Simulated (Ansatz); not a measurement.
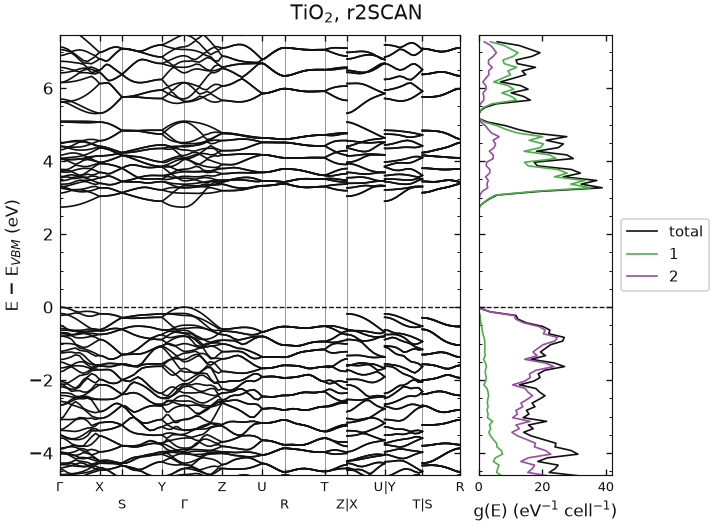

Band structure and density of states. Energies are counted from the top of the valence band. The partial curves are projected on Löwdin-orthogonalised atomic shells.

Calculation on TiO$_{2}$, space group Pbca (No. 61), 24 atoms in the cell.

Computed with Ansatz: DFT r2SCAN, scalar-relativistic, plane waves, PAW, no spin polarisation, 6×4×4 k mesh, 500 eV cutoff, Gaussian smearing of 0.02 eV.

Q: Assign each number in the legend. The candidates: O 2p, Ti 3d.

A: 1 is Ti 3d; 2 is O 2p.

Q: What does the band structure say about the gap?

A: The bands leave a gap. The gap along this path is 2.74 eV and direct: both edges lie at Γ.
